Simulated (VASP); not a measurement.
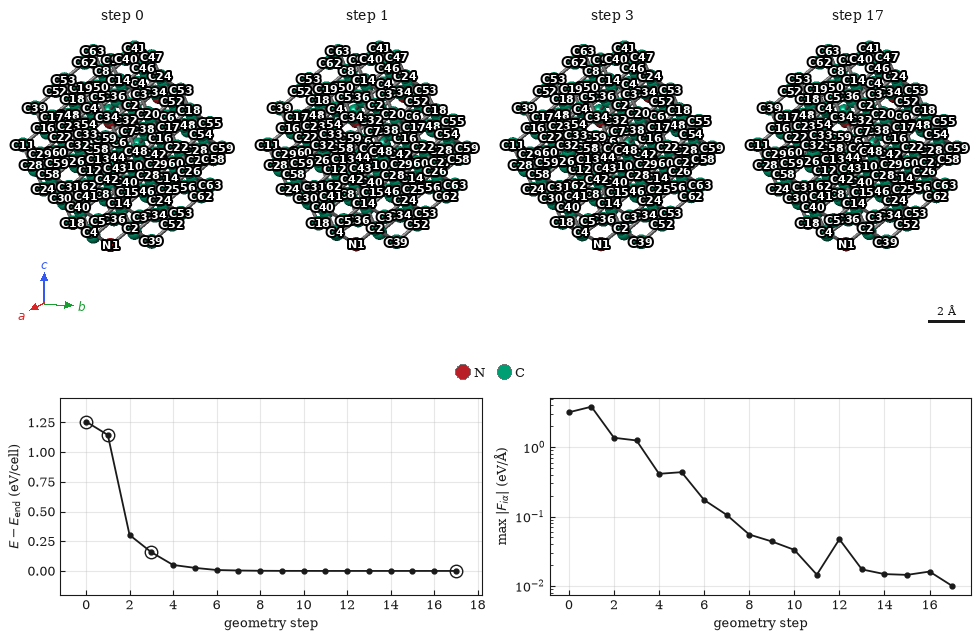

Frames of a relaxation of a defect cell of composition C$_{62}$N (cell charge −1), marked on the history of the run. A ball-and-stick model of the atoms within 5.8 Å of the atom that moves most (axes of the cell of the calculation (origin shifted)), seen slightly off an axis.

The run lets the atoms move in a fixed cell.

Computed with Kohn-Sham DFT of a periodic cell, PBE, VASP PAW PBE potentials, recommended (VASP).

Input file:
```
PREC = Accurate
ENCUT = 420
EDIFF = 1E-6
ISMEAR = -2
LREAL = Auto
LASPH = T
NELM = 100
ALGO = Normal
ISIF = 2
LWAVE = F
LCHARG = F
ISPIN = 2
MAGMOM = 0 0 0 0 0 0 0 0 0 0 0 0 0 0 0 0 0 0 0 0 0 0 0 0 0 0 0.66 0 0 0 0 0 0 0 0 0 0 0 0 0 0 0 0 0 0.66 0 0 0 0 0 0 0 0 0 0.66 0 0 0 0 0 0 0 0
LORBIT = 11
GGA = PE
IBRION = 2
NSW = 30
EDIFFG = -0.015
NELECT = 254
ISYM = 0
NBANDS = 144
FERWE = 128*1.0 16*0.0
FERDO = 125*1.0 0.0 1.0 0.0 16*0.0
LUSENCCL = F
```

Command:
```bash
cat potpaw_PBE.64/N/POTCAR potpaw_PBE.64/C/POTCAR > POTCAR
mpirun -np 1 vasp_gam > vasp.out
```

### What happens along the run?

The largest moves, 0.17 Å, are those of C atoms. Largest moves by element: C 0.17 Å, N 0.12 Å. The cell doesn't change. Among the contacts that change: C–C 1.547 → 1.467 Å, C–N 1.547 → 1.481 Å, C–C 1.547 → 1.523 Å, C–C 1.547 → 1.559 Å. Among the angles between lasting bonds that change: C–C–C 109.5° → 104.1°, C–C–C 109.5° → 114.6°, C–C–C 109.5° → 114.4°. After 17 geometry steps the energy has fallen by 1.257 eV per cell of the calculation. Largest force component: 3.2 eV/Å at the start, 0.01 eV/Å at the end. It ran on 1 × NVIDIA H100 80GB with 1 thread of AMD EPYC 7R13 Processor (Zen 3), with other jobs on the host. From step 0 to 1: a C atom moves most (0.21 Å), energy −0.112 eV per cell of the calculation. From step 1 to 3: a C atom moves most (0.08 Å), energy −0.987 eV per cell of the calculation. From step 3 to 17: a C atom moves most (0.02 Å), energy −0.158 eV per cell of the calculation.

Limits of the set-up: the periodic images lie only 7.1 Å apart, so the values are limited by the cell's size; the cell is charged, on a uniform background, and energies carry no finite-size correction.
